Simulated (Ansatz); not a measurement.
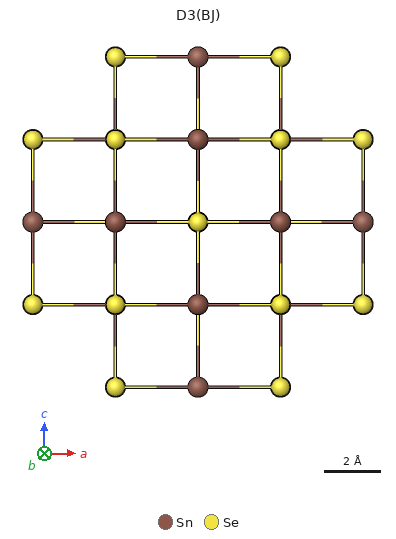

A crystal of SnSe (set up in Fm-3m), relaxed (cell and atoms) with several dispersion corrections. The picture shows the result with D3(BJ). A ball-and-stick model of the conventional cell (4 times the calculation's cell), seen along the b axis. Lengths and directions refer to the drawn axes.

Computed with Ansatz 0.2.0: PBE, Ansatz PAW. Settings: plane-wave cutoff 420 eV; k-point mesh 8 × 8 × 8; occupations fermi-dirac; smearing width 0.05 eV; no spin polarisation; cell and atoms relaxed; force threshold 0.01 eV/Å.

```csv
dispersion correction,volume (Å³/atom),a (Å)
D3(BJ),26.643,5.973
none,?,?
D4,26.617,5.971
D3(BJ)-ATM,26.739,5.981
```

Q: Estimate the missing row from the others, and compare with the calculation.

A: With none the volume is the largest of the series, above D3(BJ)-ATM (26.739). The calculation gives 27.780 Å³/atom (a = 6.057 Å). In order of volume: D4 < D3(BJ) < D3(BJ)-ATM < none; the spread is 4.4 %.

Each member starts from this one structure; whether another phase lies lower wasn't checked.
